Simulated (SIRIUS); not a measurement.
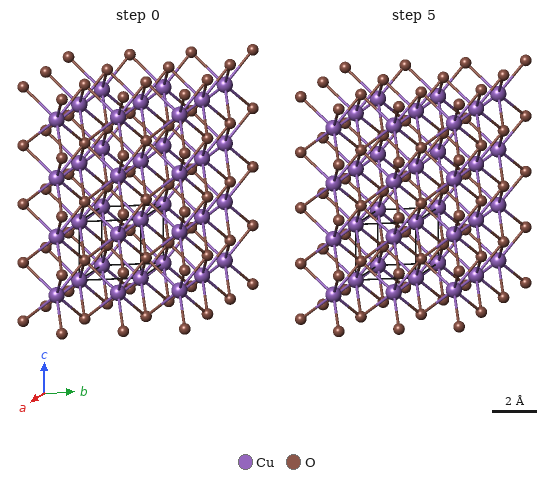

The structure of a crystal of CuO (a generated structure, set up in P-6m2) (coarse preliminary run) before (left) and after (right) a relaxation, at one scale.

A ball-and-stick model of the cell of the calculation, repeated 2 × 2 × 3 with one cell outlined, seen slightly off an axis.

The run lets cell and atoms move.

Computed with Kohn-Sham DFT of a periodic cell, PBE, dojo-sr-PBE-0.4.1-standard (SIRIUS). Settings: plane-wave cutoff 1254 eV; k-point mesh 5 × 5 × 4; occupations fermi-dirac; smearing width 0.05 eV; target pressure 20 GPa; optimiser BFGS; no spin polarisation.

Question: Describe what moved and what it gained.

Answer: The atoms keep their places relative to the cell (all moves are under 0.005 Å). Cell: a = b 2.836 → 2.779 Å (−2.0 %), c 2.768 → 2.627 Å (−5.1 %). Volume −8.9 %. Among the contacts that change: Cu–Cu 2.768 → 2.627 Å, Cu–O 2.144 → 2.074 Å. The space group stays P-6m2 (No. 187). Over 5 geometry steps the energy rises by 78.7 meV per cell of the calculation. With the target pressure of 20 GPa, the enthalpy E + pV changes by −0.136 eV per cell of the calculation. All forces vanish by symmetry, so only the cell relaxes. Pressure: −0.75 GPa at the start and 19.99 GPa at the end.

Limits of the set-up: an element that often carries a moment was run without spin polarisation.
